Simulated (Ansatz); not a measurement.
Here is a crystal structure:

```xyz
4
Lattice="2.7797 0.0000 0.0000 0.0000 2.7797 0.0000 0.0000 0.0000 7.8310" Properties=species:S:1:pos:R:3 pbc="T T T"
Al    0.0000    0.0000    3.9155
Al    1.3898    1.3898    1.7311
Al    1.3898    1.3898    6.1000
Cu    0.0000    0.0000    0.0000
```

### What would you see if this were drawn?

The formula is Al3Cu. Symmetry: P4/mmm (No. 123), primitive tetragonal lattice. In the cell are 3 Al, 1 Cu, which makes 1 formula unit. Neighbours within bonding distance: Al 12 and Cu 12.

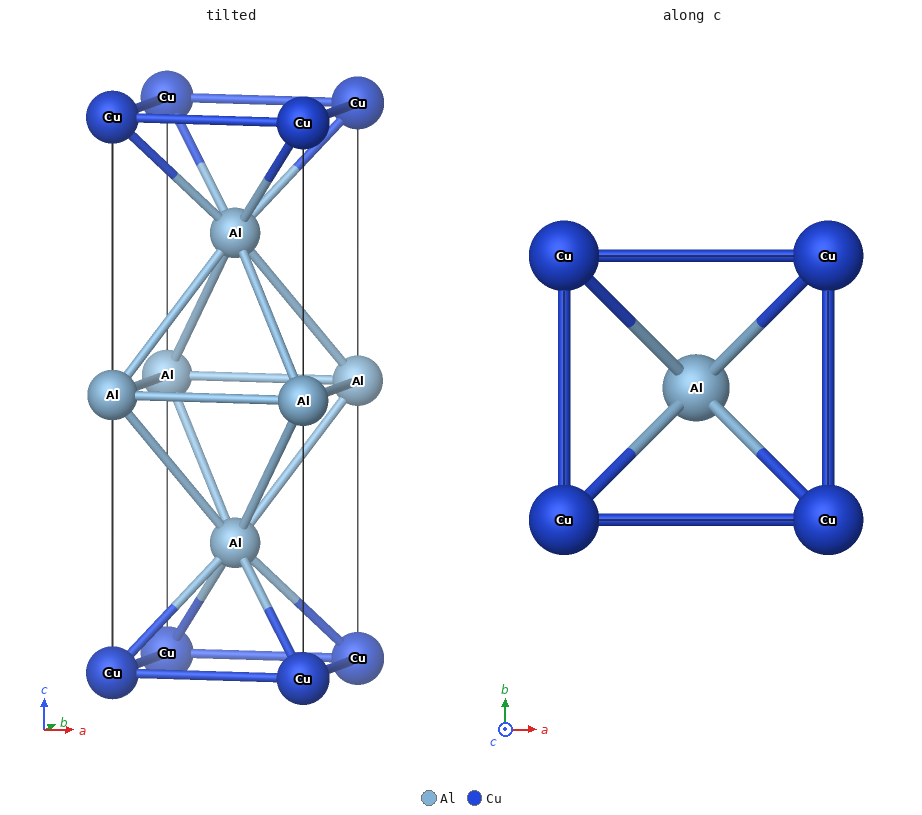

A ball-and-stick rendering, viewed slightly off an axis and along the c axis. The edges of the conventional unit cell are marked.

The structure was taken from a structure listed in the Materials Project. The cell was then strained or its atoms displaced on purpose. The atoms were relaxed in a fixed cell with DFT PBEsol, scalar-relativistic, plane waves, PAW in Ansatz 0.2.0.
